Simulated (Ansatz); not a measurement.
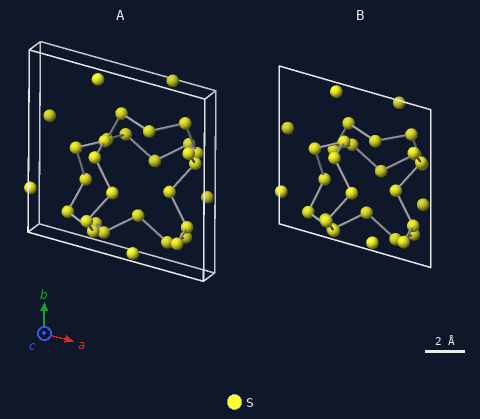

Two geometries of crystalline S (set up in Fddd), drawn at one scale. One is the start of a relaxation, the other its converged end. A ball-and-stick model of the reduced cell, seen along the c axis. Lengths and directions refer to the drawn axes.

Level of theory: DFT PBE, scalar-relativistic, plane waves, PAW (Ansatz). Settings: plane-wave cutoff 420 eV; k-point mesh 4 × 4 × 4; occupations gaussian; smearing width 0.02 eV; no spin polarisation; cell and atoms relaxed; force threshold 0.005 eV/Å; at most 80 steps.

### Which one is relaxed?

Structure A is the relaxed one. The largest moves relative to the cell, 0.35 Å, are those of S atoms. Cell: a = b 8.492 → 9.814 Å (+15.6 %), c 13.563 → 14.162 Å (+4.4 %), α 104.6° → 106.5°, β 104.6° → 106.5°, γ 101.3° → 100.5°. Volume +36.6 %. Some distances before and after: S–S 2.047 → 2.068 Å. The space group stays Fddd (No. 70). Over 16 accepted moves (21 points after the start) the energy falls by 19.2 meV per atom. Largest force component: 0.31 eV/Å at the start, 0.0021 eV/Å at the end. Pressure: 2.02 GPa at the start and 0.00 GPa at the end. The line search rejected the trial steps at points 5, 14, 19 of the run. At 2 points the geometry stayed and the basis and grid were re-selected for the new cell (energy shift of 1.4 meV per atom at most each time).
